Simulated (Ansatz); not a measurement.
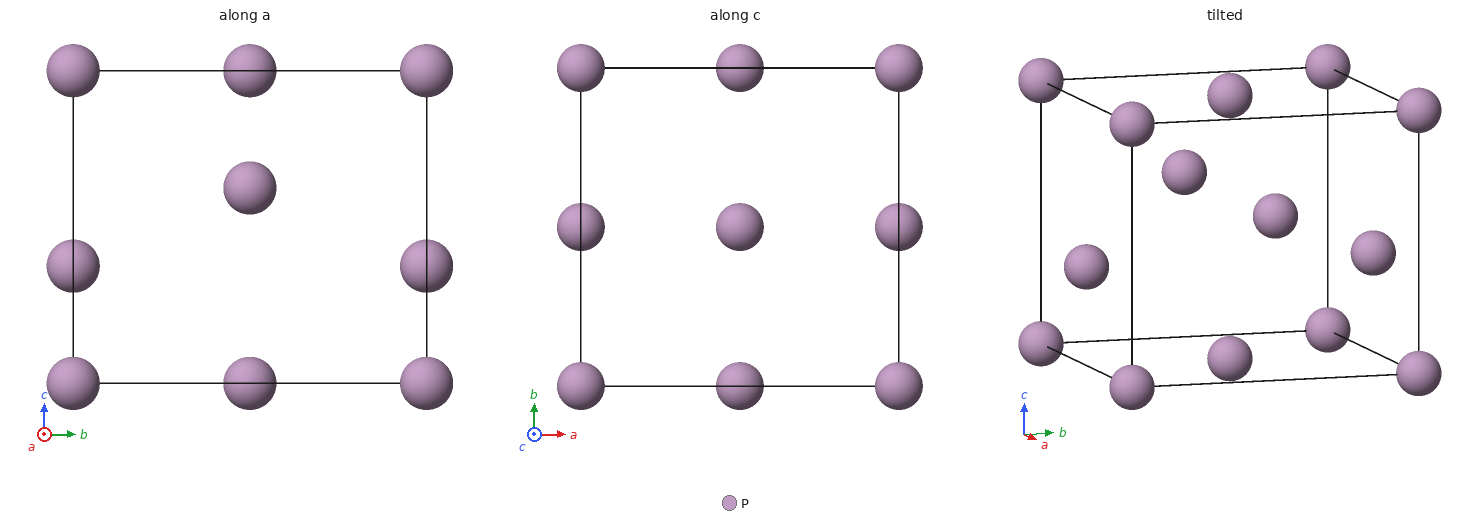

The image is a spheres-only drawing of a crystal, viewed along the a axis, along the c axis and slightly off an axis. The parallelepiped is the conventional unit cell. Cell: a = 8.912 Å, b = 8.912 Å, c = 7.885 Å, α = 90.00°, β = 90.00°, γ = 90.00°.

Describe the crystal.

The element is phosphorus. Space group: P4/nmm (No. 129). Lattice: primitive tetragonal. The cell holds four atoms.

The starting point was a structure listed in the Materials Project. The cell was then strained or its atoms displaced on purpose. It was the input of a calculation with Ansatz.
